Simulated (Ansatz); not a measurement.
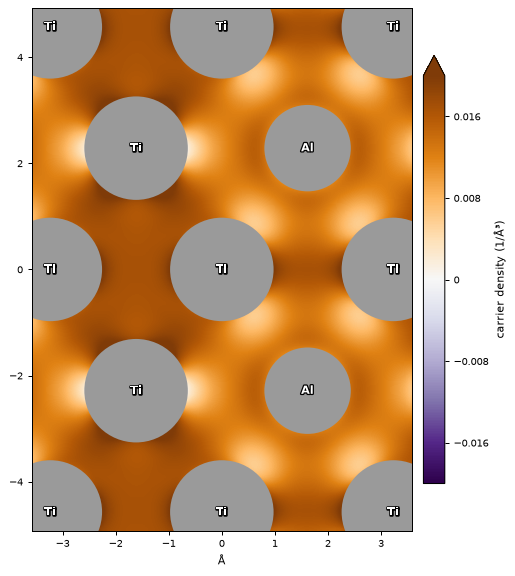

*Ti3Al. Where the extra electron sits when 0.1 electron is added to the 4-atom cell of the calculation (uniform compensating background, atoms fixed); the change of density for each carrier, counted positive where the carrier is: a map on the (101) plane of the conventional cell, with grey discs over the atomic cores. Cores are masked to 1.0 Å (Ti) and 0.8 Å (Al).*

Space group Fm-3m; spin-polarised. The cell comes from a database of computed structures, not from a measurement.

Level of theory: Ansatz 0.2.0, DFT PBE, scalar-relativistic, plane waves, PAW.

In a PAW calculation such maps are meaningful between the atoms, not at the nuclei.

Describe the change of density.

The added electron is spread through the whole cell, and no element is preferred much beyond its share of the volume, though the map shows lobes and thin regions outside the cores.
Over the whole cell, outside the cores, it is densest at the edge of the masked core of Ti.
The counter-flow of charge adds up to under 0.1 e for each carrier.
These are shares of the net change, screening included; the states that take the carrier can be more concentrated.
The cell's moment goes from 1.92 to 1.91 μB.
